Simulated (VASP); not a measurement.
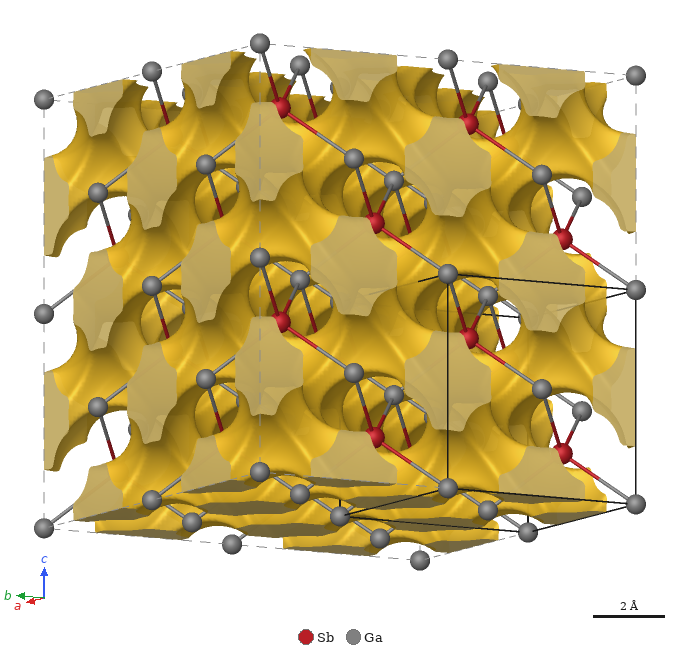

The yellow surface encloses the points that the centre of a probe sphere of radius 0.45 Å can occupy in GaSb (F-43m), computed on a grid of about 0.13 Å (2×2×2 cells shown, view from a free direction; pale faces close the region where the box cuts it).

Atoms are hard spheres with covalent radii (Cordero): Sb 1.39 Å, Ga 1.22 Å.

Source of the atomic positions: an entry of the Crystallography Open Database, as set up for an electronic-structure calculation.

Space group F-43m (No. 216). a = 6.118 Å, b = 6.118 Å, c = 6.118 Å, α = 90.00°, β = 90.00°, γ = 90.00°
```json
{"atom": "Sb", "site": "4c", "symmetry": "-43m", "x": "0.2500", "y": "0.7500", "z": "0.7500"}
{"atom": "Ga", "site": "4a", "symmetry": "-43m", "x": "0.0000", "y": "0.0000", "z": "0.0000"}
```

**Describe the connectivity of the accessible space.**

Where they connect, they form a three-dimensional network.

**What share of the cell can the probe's centre reach?**

About 33 % of the volume (77 Å³ of 229.0 Å³).

**Give the largest included and the largest free sphere.**

The largest sphere that fits anywhere has a diameter of 2.86 Å; the largest that can travel through the crystal, about 2.2 Å.

**How does the connectivity change as the probe shrinks?**

Below a radius of about 1.11 Å the space forms a three-dimensional network. These are grid estimates, good to about 0.05 Å.
